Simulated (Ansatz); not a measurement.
## Electronic structure of B$_{4}$N$_{3}$ (slab) in real space

The calculation's input:

```
crystal:
  lattice:
    - [2.5061138137, 0.0, 0.0]
    - [-1.2530569069, 2.1703582275, 0.0]
    - [0.0, 0.0, 25.5926876598]
  atoms:
    - { symbol: B, position: [0.6666666667, 0.3333333333, 0.3321261179] }
    - { symbol: "N", position: [0.3333333333, 0.6666666667, 0.3322402185] }
    - { symbol: B, position: [0.3333333333, 0.6666666667, 0.4620997201] }
    - { symbol: "N", position: [0.0, 0.0, 0.4621445588] }
    - { symbol: B, position: [0.0, 0.0, 0.5919331885] }
    - { symbol: "N", position: [0.6666666667, 0.3333333333, 0.5920079078] }
    - { symbol: B, position: [0.8333333333, 0.6666666667, 0.6513998724], spin: 1.0 }
basis:
  ecutwfc: 420
kpoints:
  mp_grid: { grid: [12, 12, 1] }
hamiltonian:
  xc: pbe
  dispersion: d3bj
scf:
  occupations: { method: gaussian, width: 0.05 }
output:
  forces: true
  eigenvalues: true
  populations: true
  write_density: true
  write_potential: true
  elf: true
  volumetric_format: npy
magnetization:
  spin_polarized: true
relax:
  adjacent_minimum: "off"
  f_tol: 0.03
  max_steps: 70
  constraints: [{ sites: [0, 1] }]
efield:
  axis: 3
  dipole_correction: true
  ramp_width: 0.04
```

Launched as:

```sh
ansatz run input.yaml --threads 1 --pin off --max-ram 2560MiB --backend cpu --events-out ev --progress --plain --runs-dir out
```

The fields are those of the relaxed geometry.

The program warned that a starting moment wasn't kept; spin-polarised, but the moments vanished.

Theory: DFT PBE+D3(BJ), scalar-relativistic, plane waves, PAW (Ansatz 0.2.0).

In a PAW calculation such maps are meaningful between the atoms, not at the nuclei.

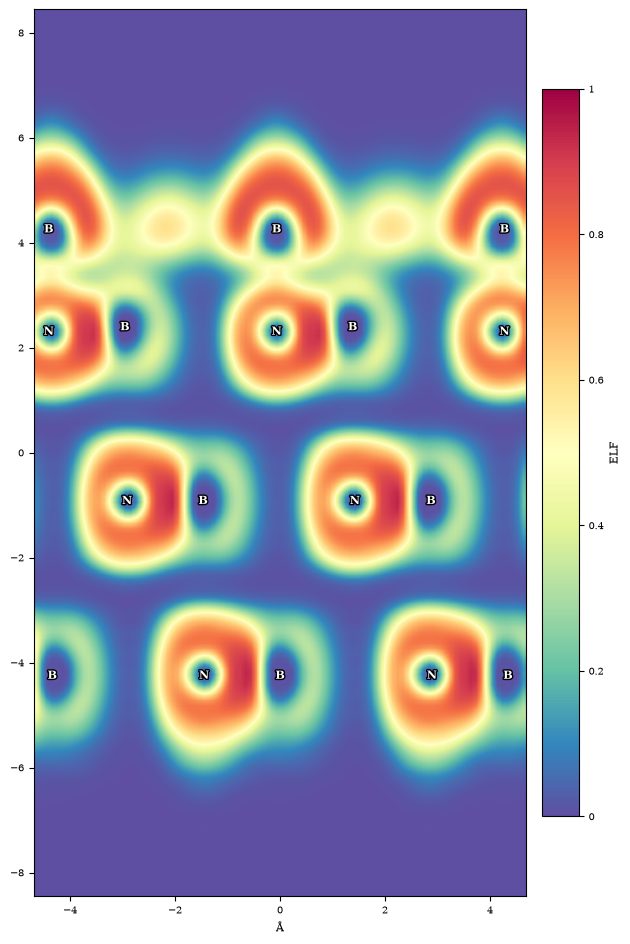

Figure 1. Electron localisation function on the (110) plane of the calculation cell, a cut from vacuum to vacuum.

Q: What does the map show?

A: The section cuts through B and N sites.
B–N (1.45 Å): the ELF peaks at about 0.95 between the atoms.

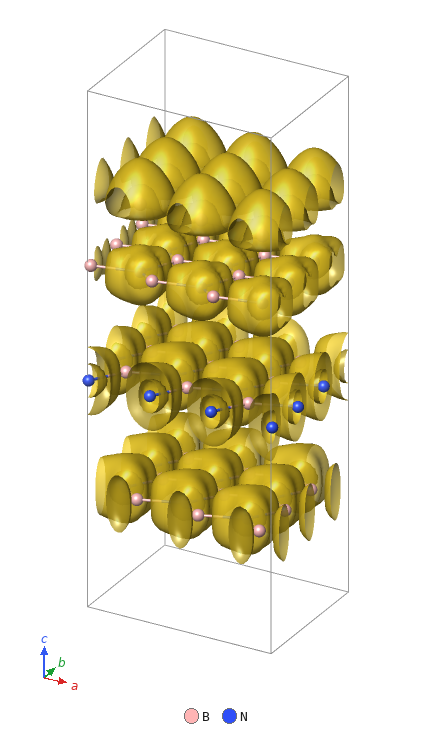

Figure 2. Isosurface of the ELF at 0.7 (yellow), seen slightly off an axis. Core shells and regions of very low density are left out. Sticks mark near contacts.

Q: Identify the bonds, lone pairs and shells in this picture.

A: The ELF exceeds this value in three regions on N in which the atom's valence shell and bonds are merged and one lobe on B, pointing away from the bonds (lone pairs), counted in one cell of 7 atoms. Counts are for one cell; the picture repeats the cell along the surface.

Q: Metal or insulator at this level of theory?

A: It is metallic or semimetallic at this level of theory: no gap opens.
